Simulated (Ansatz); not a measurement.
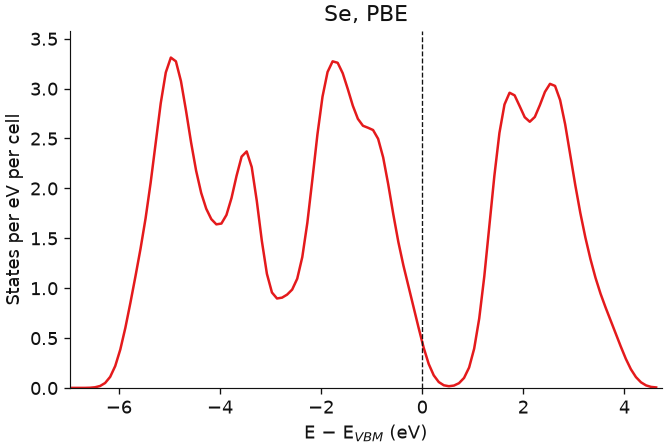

Density of states. Energies are counted from the top of the valence band. The DOS curve is built from the levels of the k mesh with Gaussians 0.55 eV wide, which also blur the band edges; ripples of that width can come from the mesh.

System: Se, space group P3_121 (No. 152), 3 atoms in the cell, relaxed with r2SCAN+rVV10.

```xyz
3
Lattice="4.2927 0.0000 0.0000 -2.1463 3.7175 0.0000 0.0000 0.0000 5.0409" Properties=species:S:1:pos:R:3 pbc="T T T"
Se    0.9807    0.0000    1.6803
Se   -0.4904    0.8493    3.3606
Se    1.6560    2.8682    0.0000
```

Computed with Ansatz 0.2.0: PBE, Ansatz PAW set, no spin polarisation, no spin-orbit coupling, 12×12×6 k mesh, 420 eV cutoff.

**Metal or insulator, going by the density of states?**

There is a gap; over the k points computed it is 0.83 eV (indirect; the smallest direct gap on the k mesh is 0.96 eV).

Spin-orbit coupling is left out, which matters for Se. LDA, GGA and most meta-GGA functionals understate gaps. The cell comes from a database of computed structures, and whether it is the stable form of this composition wasn't checked.
